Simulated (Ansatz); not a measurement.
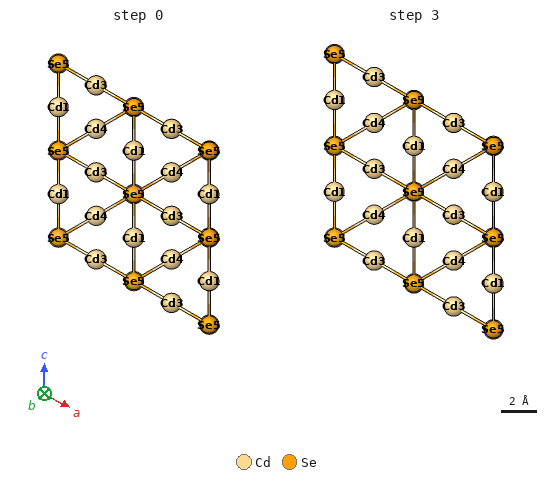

The structure of a crystal of Cd₄Se (a generated structure, set up in Im-3m) (coarse preliminary run) before (left) and after (right) a relaxation, at one scale.

Style: ball-and-stick. Shown: the cell of the calculation, repeated 2 × 1 × 2 with one cell outlined, along the b axis.

The calculation used Ansatz 0.2.0, DFT PBE, scalar-relativistic, plane waves, PAW.

Input file:
```yaml
crystal:
  lattice:
    - [-3.12014914, 3.12014914, 3.12014914]
    - [3.12014914, -3.12014914, 3.12014914]
    - [3.12014914, 3.12014914, -3.12014914]
  atoms:
    - { symbol: Cd, position: [0.0, 0.0, 0.5] }
    - { symbol: Cd, position: [0.0, 0.5, 0.0] }
    - { symbol: Cd, position: [0.5, 0.0, 0.0] }
    - { symbol: Cd, position: [0.5, 0.5, 0.5] }
    - { symbol: Se, position: [0.0, 0.0, 0.0] }
basis:
  ecutwfc: 420
kpoints:
  mp_grid: { grid: [4, 4, 4] }
hamiltonian:
  xc: pbe
scf:
  occupations: { method: gaussian, width: 0.1 }
  lower_state_search: "off"
output:
  forces: true
  stress: true
  eigenvalues: true
relax:
  adjacent_minimum: "off"
  f_tol: 0.04
  max_steps: 70
  cell: { stress_tol: 0.4 }
```

Launched with:
```bash
ansatz run input.yaml --threads 1 --pin off --max-ram 2048MiB --backend cpu --events-out ev --progress --plain --runs-dir out
```

Summarise the run.

Answer. The energy falls by 86.3 meV per atom in 2 accepted moves (3 points after the start). All forces vanish by symmetry, so only the cell relaxes. The pressure goes from 7.67 to 0.23 GPa. The SCF was repeated once at an unchanged geometry on a basis and grid sized afresh for the cell, which shifted the energy by 0.8 meV per atom at most. No atom moves by more than 0.005 Å relative to the cell. The volume changes by +17.3 %, with a = b = c 5.404 → 5.699 Å (+5.4 %). Near-neighbour distances that change, for instance: Cd1–Se5 2.702 → 2.849 Å. The space group stays Im-3m (No. 229).
